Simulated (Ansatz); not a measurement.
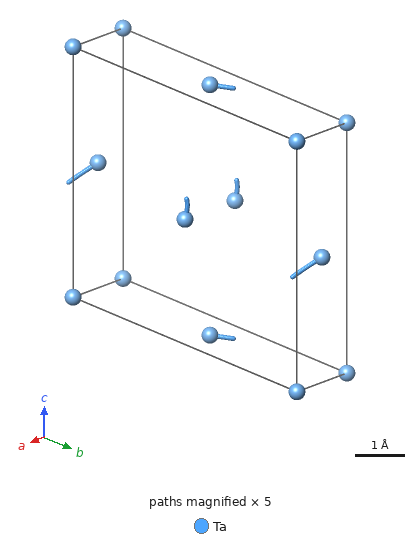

Molecular dynamics of a 4-atom cell of Ta (set up in Fm-3m), 40 fs long. Dots mark each atom's position at evenly spaced times, in the colour of its element; spheres stand at the starting positions. The excursions are magnified 5 times. Seen slightly off an axis in the reduced simulation cell.

Level of theory: Ansatz 0.2.0, DFT, LDA, all-electron LAPW, scalar-relativistic. Run with plane-wave cutoff 254 eV; k-point mesh 4 × 4 × 8; Fermi-Dirac smearing 0.08 eV; constant energy (NVE); velocities drawn for 800 K; time step 2 fs.

Input
```yaml
crystal:
  lattice:
    - [0.0, 4.22, 4.22]
    - [4.22, 0.0, 4.22]
    - [2.11, 2.11, 0.0]
  atoms:
    - { symbol: Ta, position: [0.0, 0.0, 0.0] }
    - { symbol: Ta, position: [0.0, 0.5, 0.0] }
    - { symbol: Ta, position: [0.5, 0.0, 0.0] }
    - { symbol: Ta, position: [0.5, 0.5, 0.0] }
kpoints:
  mp_grid: { grid: [4, 4, 8] }
scf:
  occupations: { method: fermi_dirac, width: 0.08 }
hamiltonian:
  xc: lda
  pseudopotentials: { kind: all_electron, lapw: { basis_error: 0.001 } }
output:
  forces: true
  stress: true
md:
  timestep: 2.0
  n_steps: 20
  ensemble: nve
  temperature: 800
  initial_velocities: maxwell_boltzmann
  seed: 888673
```

Command:
```bash
ansatz run input.yaml --threads 2 --pin off --max-ram 4096MiB --backend cpu --events-out ev --progress --plain --runs-dir out
```

Question: What do the traces tell about the motion?

Answer: Root-mean-square distances from the starting positions over the second half, with the common drift of all atoms taken out: Ta 0.08 Å. The run lasts only 40 fs, too short to tell vibration from diffusion. Over the second half the temperature averages 561 K (spread ±76 K). The potential energy is still drifting at the end, so the run hasn't reached equilibrium. The potential energy in the second half lies on average 23.2 meV per atom above the first frame. The mean pressure there is −8.5 GPa.

Cost: 12 min on 2 threads of AMD EPYC 9R45 96-Core Processor (Zen 5), with other jobs on the host, peak memory 1.2 GiB.
